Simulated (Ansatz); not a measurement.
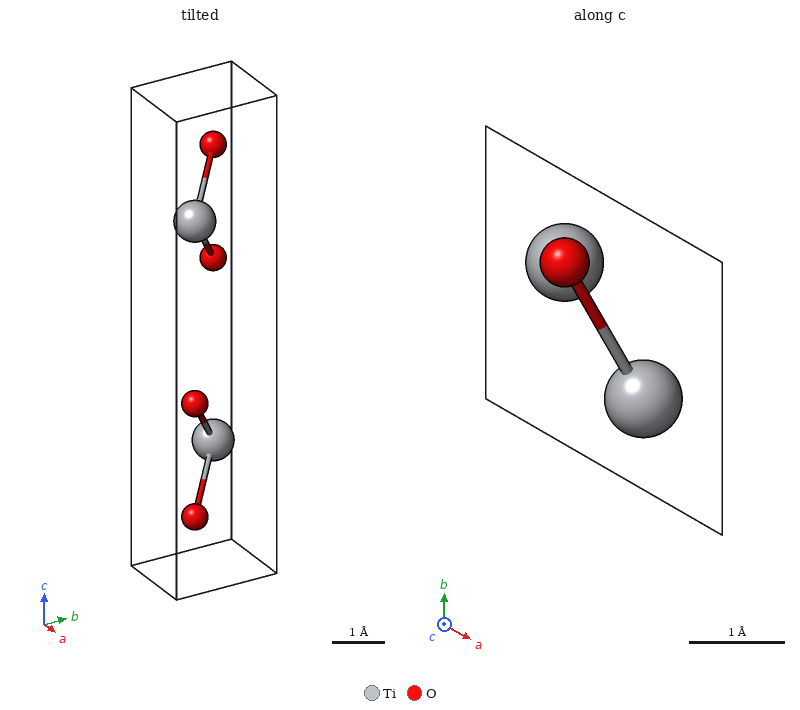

View slightly off an axis and along the c axis, drawn as a ball-and-stick model. The box is the conventional unit cell; atoms on or close to its faces, edges and corners are drawn wherever they repeat.

TiO2, space group P6_3/mmc (No. 194), a = 2.87 Å, b = 2.87 Å, c = 9.48 Å, α = 90.00°, β = 90.00°, γ = 120.00°.

All computed values are from DFT PBE+D3(BJ), scalar-relativistic, plane waves, PAW in Ansatz 0.2.0. Settings: cutoff 420 eV, a 12×12×4 k-point mesh, Gaussian smearing of 0.02 eV, no spin polarisation.

Question: Does it come out as a metal, or with a gap?

Answer: A semiconductor at this level, with a gap of 0.55 eV on the k-mesh (the true edges may lie between mesh points, so the gap can be somewhat smaller).

Starting structure: a structure type filled with these elements by a generator (whether the compound takes this form wasn't checked). The geometry is the end of a relaxation with Ansatz, DFT PBE+D3(BJ), scalar-relativistic, plane waves, PAW.
